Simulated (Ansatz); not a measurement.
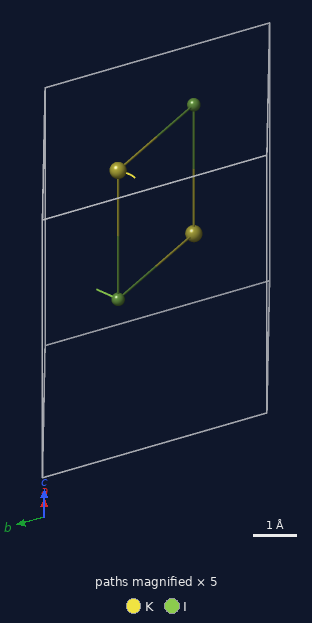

First-principles dynamics of a 4-atom cell of KI (built on the wurtzite type), 20 fs long. Lines trace each atom's path, in the colour of its element; spheres stand at the starting positions. The excursions are magnified 5 times. Seen from a free direction in the simulation cell.

All numbers below come from Ansatz 0.2.0, DFT, PBE, plane waves, PAW. Run with plane-wave cutoff 420 eV; k-point mesh 6 × 6 × 2; Fermi-Dirac smearing 0.052 eV; Langevin thermostat (NVT); set temperature 600 K; time step 1 fs.

Q: What do the traces tell about the motion?

A: Root-mean-square distances from the starting positions over the second half, with the common drift of all atoms taken out: I 0.07 Å, K 0.05 Å. The run lasts only 20 fs, too short to tell vibration from diffusion. The mean temperature in the second half is 449 K (standard deviation 79 K). The potential energy in the second half lies on average 2.5 meV per atom above the first frame.

The run took 2.6 min on 4 threads of Intel(R) Xeon(R) Processor @ 2.50GHz (Skylake/Cascade Lake) (shared host), peak memory 0.77 GiB.
